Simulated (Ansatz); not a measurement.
Ti

Input

```
crystal:
  lattice:
    - [2.9149373764, 0.0, 0.0]
    - [-1.4574686882, 2.4992913128, 0.0]
    - [0.0, 0.0, 4.5909904469]
  atoms:
    - { symbol: Ti, position: [0.3333333333, 0.6666666667, 0.25] }
    - { symbol: Ti, position: [0.6666666667, 0.3333333333, 0.75] }
basis:
  ecutwfc: 420
kpoints:
  mp_grid: { grid: [24, 24, 14] }
hamiltonian:
  xc: pbesol
scf:
  occupations: { method: gaussian, width: 0.15 }
output:
  forces: true
  stress: true
  eigenvalues: true
  write_density: true
  write_potential: true
  elf: true
  volumetric_format: npy
```

Command:

```sh
ansatz run input.yaml --threads 1 --pin off --max-ram 2560MiB --backend cpu --events-out ev --progress --plain --runs-dir out
```

Below, planes, directions and counts refer to the conventional cell (a = 2.91 Å, b = 5.00 Å, c = 4.59 Å, α = 90.00°, β = 90.00°, γ = 90.00°).

Space group Cmcm; changed on purpose from its base cell (strain +0.0050 x Voigt [1, -1, 0, 0, 0, 0], atoms carried along); computed without spin polarisation.

All numbers below come from DFT PBEsol, scalar-relativistic, plane waves, PAW in Ansatz 0.2.0.

In a PAW calculation such maps are meaningful between the atoms, not at the nuclei.

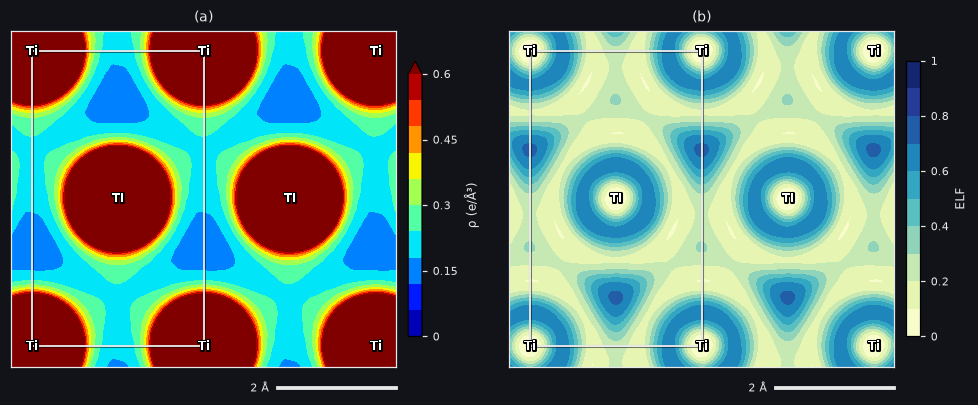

Figure 1. (a) valence charge density (pseudo); (b) electron localisation function on the (001) plane of the conventional cell.

Interpret the plot.

Atoms in the plane: Ti. Ti–Ti (2.91 Å): the density is about 0.2 e/Å³ at the midpoint; the ELF is about 0.25 at the midpoint (no localised pair shows between them). Between the atoms the lowest density in this plane is 0.16 e/Å³. The ELF has a maximum of about 0.70 in the space between the atoms, on no atom or two-centre bond. The features right at Ti lie inside the PAW spheres, where the map follows smoothed inner orbitals and isn't to be read closely.

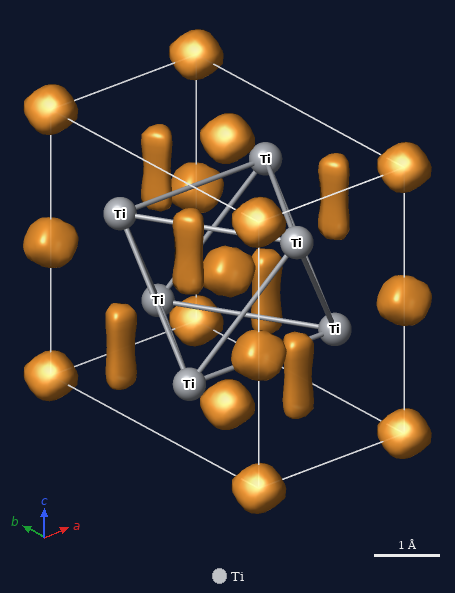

Figure 2. Isosurface of the ELF at 0.65 (orange), seen at an oblique angle. Only the valence region is drawn (cores and ρ < 0.01 e/Å³ removed). Sticks mark near contacts.

Identify the bonds, lone pairs and shells in this picture.

The ELF exceeds this value in eight pockets between the atoms, centred on no nucleus (multi-centre or interstitial), counted in one cell of 4 atoms. Any copies at cell faces, edges or corners count once. There are no localised bonds or lone pairs at this value. Profiles from the grid: Ti–Ti (2.84 Å): the ELF is about 0.20 at the midpoint (no localised pair shows between them). Ti–Ti (2.89 Å): the ELF is about 0.25 at the midpoint: no shared electron pair shows on this line.

Does the calculation make it a metal, or give it a gap?

It is gapless in this calculation (a metal or semimetal).
